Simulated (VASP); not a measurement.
System: ZrC35 (cell with a defect).

```xyz
36
Lattice="7.4100 0.0000 0.0000 -3.7050 6.4172 0.0000 0.0000 0.0000 6.7900" Properties=species:S:1:pos:R:3 pbc="T T T"
C     3.7050    6.3211    6.7372
C     6.0916    2.1872    6.7372
C     4.9378    4.2769    6.5380
C    -1.2296    6.4142    6.6537
C     1.3184    2.1872    6.7372
C     0.0000    4.2844    6.6537
C     1.2296    6.4142    6.6537
C     3.7050    2.1416    6.5380
C     2.4722    4.2769    6.5380
C     3.7050    6.4084    3.5726
C     6.1673    2.1436    3.5726
C    -2.4697    4.2783    3.4664
C    -1.2307    6.4148    3.4911
C     1.2427    2.1436    3.5726
C     0.0000    4.2831    3.4911
C     1.2307    6.4148    3.4911
C     3.7050    2.1387    3.4664
C     2.4697    4.2783    3.4664
C    -1.2487    3.5778    6.6157
C    -2.4659    5.6860    6.6157
C     2.4878    1.4316    6.6157
C     1.2487    3.5778    6.6157
C     0.0000    5.7042    6.6485
C     4.9222    1.4316    6.6157
C     3.7050    3.5652    6.5335
C     2.4659    5.6860    6.6157
C     1.2427    0.7086    3.5762
C     0.0000    2.8611    3.5762
C    -1.2357    4.9908    3.4716
C     3.7050    0.7139    3.4716
C     2.4745    2.8547    3.4794
C     1.2357    4.9908    3.4716
C     6.1673    0.7086    3.5762
C     4.9355    2.8547    3.4794
C     3.7050    4.9860    3.4794
Zr    0.0000    1.4260    1.3162
```

Computed pressure about 8 GPa in this cell.

These are results of Kohn-Sham DFT of a periodic cell, PBE, VASP PAW PBE potentials, recommended (VASP), not measurements.

Predict the valence pseudo-density and electron localisation function between the atoms.

C–C (1.42 Å): the density is about 2 e/Å³ at the midpoint; the ELF peaks at about 0.95 between the atoms; localised, covalent bonding.

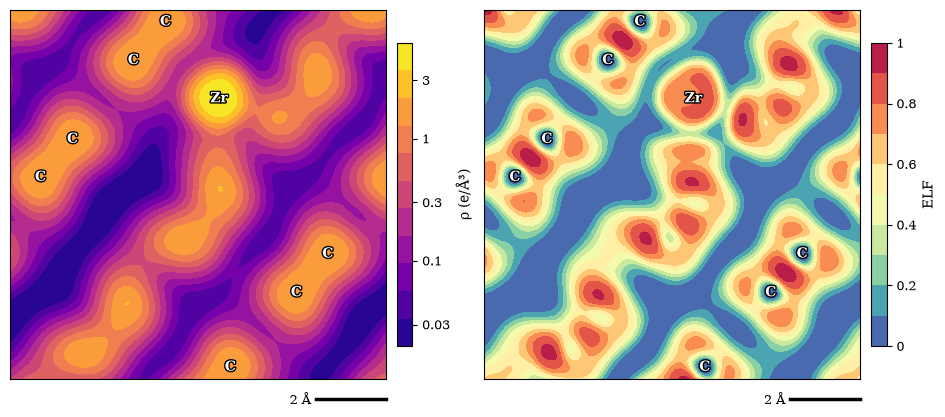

Computed valence pseudo-density and electron localisation function on the (111) plane of the calculation cell, in this order. Atoms just off the plane (C, 0.3 Å away) can leave unmarked features too.

In a PAW calculation such maps are meaningful between the atoms, not at the nuclei.
